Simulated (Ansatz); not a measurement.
## What a change does: single-point calculation on MoTe2

System: MoTe2 (slab, 6 atoms in the cell).
Method of the first run: DFT PBE+D3(BJ), scalar-relativistic, plane waves, PAW, PAW set soft_1, no spin polarisation (Ansatz 0.2.0).

The structure derives from an entry of the Crystallography Open Database. Text and figures count atoms from 1; the logs count them from 0 in places.

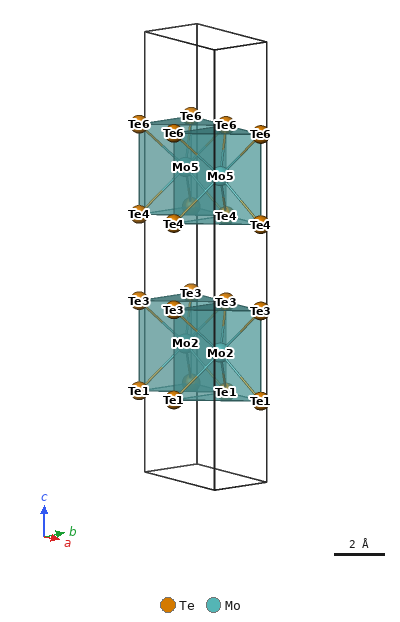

**Figure 1.** The input geometry (polyhedral view of the 2 × 1 repeat of the cell, with the vacuum cut short, seen slightly off an axis; polyhedra are completed across the faces of the cell; atoms are numbered from 1 in the order of the input). An atom can appear more than once, as a periodic image.

## The input, the first run
```yaml
crystal:
  lattice:
    - [3.5038816881, 0.0, 0.0]
    - [-1.751940844, 3.0344505538, 0.0]
    - [0.0, 0.0, 24.7677198395]
  atoms:
    - { symbol: Te, position: [0.3333333333, 0.6666666667, 0.1816881017] }
    - { symbol: Mo, position: [0.6666666667, 0.3333333333, 0.2550468917] }
    - { symbol: Te, position: [0.3333333333, 0.6666666667, 0.3284056818] }
    - { symbol: Te, position: [0.3333333333, 0.6666666667, 0.468911147] }
    - { symbol: Mo, position: [0.6666666667, 0.3333333333, 0.5422699371] }
    - { symbol: Te, position: [0.3333333333, 0.6666666667, 0.6156287272] }
basis:
  ecutwfc: 420
kpoints:
  mp_grid: { grid: [9, 9, 1] }
hamiltonian:
  xc: pbe
  pseudopotentials: { kind: paw, azcp: { folder: soft_1 } }
  dispersion: d3bj
scf:
  occupations: { method: gaussian, width: 0.05 }
output:
  forces: true
  eigenvalues: true
efield:
  axis: 3
  dipole_correction: true
  ramp_width: 0.04
```

Launched with:
```bash
ansatz run input.yaml --threads 2 --pin off --max-ram 6144MiB --backend cpu --events-out ev --progress --plain --runs-dir out
```

Hardware: 2 threads of Arm Neoverse V2, 24 GiB of memory available, shared host.

## Output, shortened to warnings, some set-up lines, iterations and results (the first run)
```
Basis set: ecut = 420 eV, 5141 PW (Γ), exchange–correlation on 48×48×360 points (8 copies of the dense FFT grid, shifted against one another)
Symmetry: 6 space group operations
k-points: 12 of 81 (time reversal used)
Initial density: superposition of atomic densities (neutral atoms: chi_scale 0, normalization atom)
[...]
SCF iter   1: F=—  HF=-37837.697919 eV  |F-HF|=—  |Δ(HF+E_count)|=         —  Δρ=3.67e-2  dr2=4.84e0  ethr=3.10e-3  p=-0.000 e·Å  D=-8.90e-8 V/Å  ΔV_dip=0.00 eV  …
SCF iter   2: F=—  HF=-37836.802088 eV  |F-HF|=—  |Δ(HF+E_count)|=   8.96e-1  Δρ=1.62e-2  dr2=2.88e0  ethr=3.10e-3  p=0.000 e·Å  D=9.72e-5 V/Å  ΔV_dip=-0.00 eV  …
SCF iter   3: F=—  HF=-37836.510915 eV  |F-HF|=—  |Δ(HF+E_count)|=   2.91e-1  Δρ=1.20e-2  dr2=4.66e-1  ethr=3.10e-3  p=-0.000 e·Å  D=-4.37e-5 V/Å  ΔV_dip=0.00 eV  …
SCF iter   4: F=—  HF=-37836.436541 eV  |F-HF|=—  |Δ(HF+E_count)|=   7.44e-2  Δρ=5.25e-3  dr2=9.31e-2  ethr=5.07e-4  p=0.000 e·Å  D=4.48e-5 V/Å  ΔV_dip=-0.00 eV  …
SCF iter   5: F=—  HF=-37836.419318 eV  |F-HF|=—  |Δ(HF+E_count)|=   1.72e-2  Δρ=1.02e-3  dr2=4.66e-3  ethr=1.01e-4  p=-0.000 e·Å  D=-1.72e-4 V/Å  ΔV_dip=0.00 eV  …
SCF iter   6: F=—  HF=-37836.419707 eV  |F-HF|=—  |Δ(HF+E_count)|=   3.88e-4  Δρ=5.06e-4  dr2=7.36e-3  ethr=5.07e-6  p=0.001 e·Å  D=6.07e-4 V/Å  ΔV_dip=-0.02 eV  …
SCF iter   7: F=—  HF=-37836.419289 eV  |F-HF|=—  |Δ(HF+E_count)|=   4.18e-4  Δρ=2.40e-4  dr2=3.18e-4  ethr=5.07e-6  p=-0.000 e·Å  D=-7.87e-5 V/Å  ΔV_dip=0.00 eV  …
SCF iter   8: F=—  HF=-37836.419246 eV  |F-HF|=—  |Δ(HF+E_count)|=   4.32e-5  Δρ=9.75e-5  dr2=1.15e-4  ethr=3.46e-7  p=0.001 e·Å  D=3.68e-4 V/Å  ΔV_dip=-0.01 eV  …
SCF iter   9: F=—  HF=-37836.419246 eV  |F-HF|=—  |Δ(HF+E_count)|=   3.15e-8  Δρ=6.48e-5  dr2=4.01e-5  ethr=1.25e-7  p=-0.000 e·Å  D=-1.82e-4 V/Å  ΔV_dip=0.00 eV  …
SCF iter  10: F=—  HF=-37836.419281 eV  |F-HF|=—  |Δ(HF+E_count)|=   3.55e-5  Δρ=2.25e-5  dr2=3.56e-6  ethr=4.36e-8  p=-0.000 e·Å  D=-5.74e-5 V/Å  ΔV_dip=0.00 eV  …
SCF iter  11: F=—  HF=-37836.419281 eV  |F-HF|=—  |Δ(HF+E_count)|=   1.94e-7  Δρ=7.29e-6  dr2=3.98e-7  ethr=3.87e-9  p=-0.000 e·Å  D=-1.53e-6 V/Å  ΔV_dip=0.00 eV  …
SCF iter  12: F=—  HF=-37836.419281 eV  |F-HF|=—  |Δ(HF+E_count)|=   5.64e-9  Δρ=3.70e-6  dr2=1.51e-7  ethr=1.09e-10  p=-0.000 e·Å  D=-1.98e-5 V/Å  ΔV_dip=0.00 eV  …
SCF iter  13: F=-37836.419281 eV  HF=-37836.419281 eV  |F-HF|=8.51e-10  |Δ(HF+E_count)|=   1.29e-8  Δρ=1.02e-6  dr2=3.93e-9  ethr=1.09e-10  p=0.000 e·Å  D=7.33e-7 V/Å  …
SCF 1 converged in 13 iterations: F = -37836.419281 eV  dr2 = 3.93e-9
SCF converged after 13 iterations
Free energy (F): -37836.419281 eV
Harris-Foulkes:  -37836.419281 eV  (|F-HF|=8.51e-10)
Internal energy: -37836.419281 eV  (E = F + TS)
E sigma→0 (E₀):  -37836.419281 eV
Fermi energy:    5.504067 eV
Dipole field:    D = -0.000015 V/Å  (p = -0.000022 e·Å, saw-weighted, corrected)
Work function:   Φ+ = 4.2702 eV   Φ− = 4.2698 eV
Levels:          The Fermi level and band energies are counted from a zero that moves with the ramp; work functions are not
--- Per-component energies (eV) ---
  E_band       = -1822.052079
  E_kinetic    = 1537.209997
  E_local      = -70511.626973  (includes V_loc(G=0)·N_el)
  E_nonlocal   = 565.327559
  E_hartree    = 34671.819865
  E_xc         = -842.725032
  E_vxc        = -847.851207  (∫ρ·V_xc dr)
  E_paw        = -25112.272938  (= ΣΔE_a)
  E_vpaw       = -1908.747291  (= ΣTr[D̂ρ^β])
  E_aug_tail   = 0.000469  (compensation charges beyond the density's cutoff)
  E_efield     = 0.000000  (sawtooth field / dipole correction)
  E_vefield    = 0.000000  (∫n·V_field dr)
  E_ewald      = 21858.635898
  E_disp       = -2.788126  (pairwise vdW)
  E_smearing   = -0.000000  (= −TS)
  E_closure    = -0.000000  (closes the sum)
  Σ components = -37836.419281   (vs F -37836.419281, Δ=0.00e0)
--- Forces (eV/Å), atoms counted from 1 ---
  atom   1  Te    -0.00000000    -0.00000000     0.01137606
  atom   2  Mo     0.00000000     0.00000000    -0.08534410
  atom   3  Te     0.00000000     0.00000000    -0.44362918
  atom   4  Te     0.00000000    -0.00000000     0.44362211
  atom   5  Mo    -0.00000000     0.00000000     0.08535126
  atom   6  Te     0.00000000    -0.00000000    -0.01137761
  max |Σ_I F_I| component: 1.45e-6 eV/Å
```

The input of the second run differs as follows (lines with − go, lines with + come):
```diff
-    - { symbol: Te, position: [0.3333333333, 0.6666666667, 0.468911147] }
-    - { symbol: Mo, position: [0.6666666667, 0.3333333333, 0.5422699371] }
-    - { symbol: Te, position: [0.3333333333, 0.6666666667, 0.6156287272] }
+    - { symbol: Te, position: [0.5, 1.0, 0.468911147] }
+    - { symbol: Mo, position: [0.8333333333, 0.6666666667, 0.5422699371] }
+    - { symbol: Te, position: [0.5, 1.0, 0.6156287272] }
```

How does the second run compare with the first run?

With the same functional and potentials, the second run lies 22.4 meV per atom lower. The gap on the mesh goes from 1.01 to 1.06 eV. The largest force goes from 0.444 to 0.204 eV/Å. The number of SCF iterations is the same. The irreducible k-points go from 12 to 25. On the same kind of shared host the second run took about 2 times as long.

## Output, shortened to warnings, some set-up lines, iterations and results (the second run)
```
Basis set: ecut = 420 eV, 5141 PW (Γ), exchange–correlation on 48×48×360 points (8 copies of the dense FFT grid, shifted against one another)
Symmetry: 2 space group operations
k-points: 25 of 81 (time reversal used)
Initial density: superposition of atomic densities (neutral atoms: chi_scale 0, normalization atom)
[...]
SCF iter   1: F=—  HF=-37837.820071 eV  |F-HF|=—  |Δ(HF+E_count)|=         —  Δρ=3.68e-2  dr2=4.83e0  ethr=3.10e-3  p=-0.000 e·Å  D=-8.90e-8 V/Å  ΔV_dip=0.00 eV  …
SCF iter   2: F=—  HF=-37836.934719 eV  |F-HF|=—  |Δ(HF+E_count)|=   8.85e-1  Δρ=1.63e-2  dr2=2.89e0  ethr=3.10e-3  p=-0.001 e·Å  D=-5.84e-4 V/Å  ΔV_dip=0.01 eV  …
SCF iter   3: F=—  HF=-37836.642954 eV  |F-HF|=—  |Δ(HF+E_count)|=   2.92e-1  Δρ=1.19e-2  dr2=4.53e-1  ethr=3.10e-3  p=-0.001 e·Å  D=-4.64e-4 V/Å  ΔV_dip=0.01 eV  …
SCF iter   4: F=—  HF=-37836.570066 eV  |F-HF|=—  |Δ(HF+E_count)|=   7.29e-2  Δρ=5.16e-3  dr2=8.76e-2  ethr=4.92e-4  p=-0.001 e·Å  D=-7.12e-4 V/Å  ΔV_dip=0.02 eV  …
SCF iter   5: F=—  HF=-37836.553925 eV  |F-HF|=—  |Δ(HF+E_count)|=   1.61e-2  Δρ=1.03e-3  dr2=5.71e-3  ethr=9.52e-5  p=-0.001 e·Å  D=-6.86e-4 V/Å  ΔV_dip=0.02 eV  …
SCF iter   6: F=—  HF=-37836.553737 eV  |F-HF|=—  |Δ(HF+E_count)|=   1.88e-4  Δρ=4.07e-4  dr2=5.03e-3  ethr=6.21e-6  p=-0.002 e·Å  D=-1.07e-3 V/Å  ΔV_dip=0.03 eV  …
SCF iter   7: F=—  HF=-37836.553533 eV  |F-HF|=—  |Δ(HF+E_count)|=   2.05e-4  Δρ=1.72e-4  dr2=1.83e-4  ethr=5.47e-6  p=-0.001 e·Å  D=-7.76e-4 V/Å  ΔV_dip=0.02 eV  …
SCF iter   8: F=—  HF=-37836.553525 eV  |F-HF|=—  |Δ(HF+E_count)|=   7.83e-6  Δρ=1.05e-4  dr2=1.02e-4  ethr=1.99e-7  p=-0.002 e·Å  D=-1.13e-3 V/Å  ΔV_dip=0.03 eV  …
SCF iter   9: F=—  HF=-37836.553524 eV  |F-HF|=—  |Δ(HF+E_count)|=   3.29e-7  Δρ=6.54e-5  dr2=3.04e-5  ethr=1.11e-7  p=-0.001 e·Å  D=-7.05e-4 V/Å  ΔV_dip=0.02 eV  …
SCF iter  10: F=—  HF=-37836.553565 eV  |F-HF|=—  |Δ(HF+E_count)|=   4.08e-5  Δρ=2.12e-5  dr2=2.22e-6  ethr=3.31e-8  p=-0.001 e·Å  D=-8.15e-4 V/Å  ΔV_dip=0.02 eV  …
SCF iter  11: F=—  HF=-37836.553565 eV  |F-HF|=—  |Δ(HF+E_count)|=   1.46e-7  Δρ=5.87e-6  dr2=2.21e-7  ethr=2.41e-9  p=-0.001 e·Å  D=-8.22e-4 V/Å  ΔV_dip=0.02 eV  …
SCF iter  12: F=—  HF=-37836.553565 eV  |F-HF|=—  |Δ(HF+E_count)|=   1.83e-8  Δρ=3.43e-6  dr2=1.45e-7  ethr=1.09e-10  p=-0.001 e·Å  D=-8.52e-4 V/Å  ΔV_dip=0.02 eV  …
SCF iter  13: F=-37836.553565 eV  HF=-37836.553565 eV  |F-HF|=3.28e-8  |Δ(HF+E_count)|=   9.71e-9  Δρ=1.68e-6  dr2=3.48e-8  ethr=1.09e-10  p=-0.001 e·Å  D=-8.29e-4 V/Å  …
SCF 1 converged in 13 iterations: F = -37836.553565 eV  dr2 = 3.48e-8
SCF converged after 13 iterations
Free energy (F): -37836.553565 eV
Harris-Foulkes:  -37836.553565 eV  (|F-HF|=3.28e-8)
Internal energy: -37836.553565 eV  (E = F + TS)
E sigma→0 (E₀):  -37836.553565 eV
Fermi energy:    5.492159 eV
Dipole field:    D = -0.000900 V/Å  (p = -0.001310 e·Å, saw-weighted, corrected)
Work function:   Φ+ = 4.2809 eV   Φ− = 4.2586 eV
Levels:          The Fermi level and band energies are counted from a zero that moves with the ramp; work functions are not
--- Per-component energies (eV) ---
  E_band       = -1822.850051
  E_kinetic    = 1536.591543
  E_local      = -70502.811261  (includes V_loc(G=0)·N_el)
  E_nonlocal   = 565.229864
  E_hartree    = 34667.287432
  E_xc         = -842.465347
  E_vxc        = -847.528837  (∫ρ·V_xc dr)
  E_paw        = -25112.380821  (= ΣΔE_a)
  E_vpaw       = -1908.921747  (= ΣTr[D̂ρ^β])
  E_aug_tail   = 0.000465  (compensation charges beyond the density's cutoff)
  E_efield     = 0.000001  (sawtooth field / dipole correction)
  E_vefield    = 0.000001  (∫n·V_field dr)
  E_ewald      = 21854.783578
  E_disp       = -2.789019  (pairwise vdW)
  E_smearing   = -0.000000  (= −TS)
  E_closure    = -0.000000  (closes the sum)
  Σ components = -37836.553565   (vs F -37836.553565, Δ=0.00e0)
--- Forces (eV/Å), atoms counted from 1 ---
  atom   1  Te     0.00000000     0.00660323     0.01804408
  atom   2  Mo    -0.00000000    -0.04190998    -0.02956717
  atom   3  Te    -0.00000000    -0.14527923    -0.13693011
  atom   4  Te     0.00000000     0.14209161     0.14616674
  atom   5  Mo     0.00000000     0.03965897     0.01330651
  atom   6  Te    -0.00000000    -0.00116493    -0.01100470
  max |Σ_I F_I| component: 1.53e-5 eV/Å
```

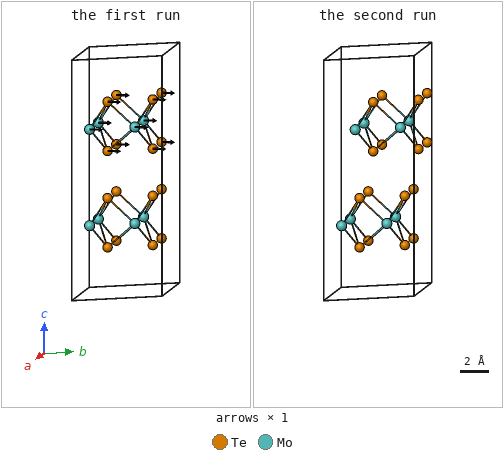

**Figure 2.** The two input geometries at one scale (ball-and-stick view of the 2 × 2 repeat of the cell, with the vacuum cut short, seen slightly off an axis). The black arrows on the first give the shifts of the atoms relative to the cell, at true length. The largest moves, 1.01 Å, are those of Te and Mo atoms. By element the largest moves are Mo 1.01 Å, Te 1.01 Å. The cell stays as it was.

## The two runs side by side

```tsv
quantity	the first run	the second run
outcome	converged	converged
free energy per atom (eV)	−6306.0699	−6306.0923
gap on the mesh (eV)	1.01	1.06
work function (eV)	4.27	4.28
largest force (eV/Å)	0.444	0.204
SCF iterations	13	13
irreducible k-points	12	25
plane waves at Γ	5141	5141
wall time (shared host)	13 s	26 s
```
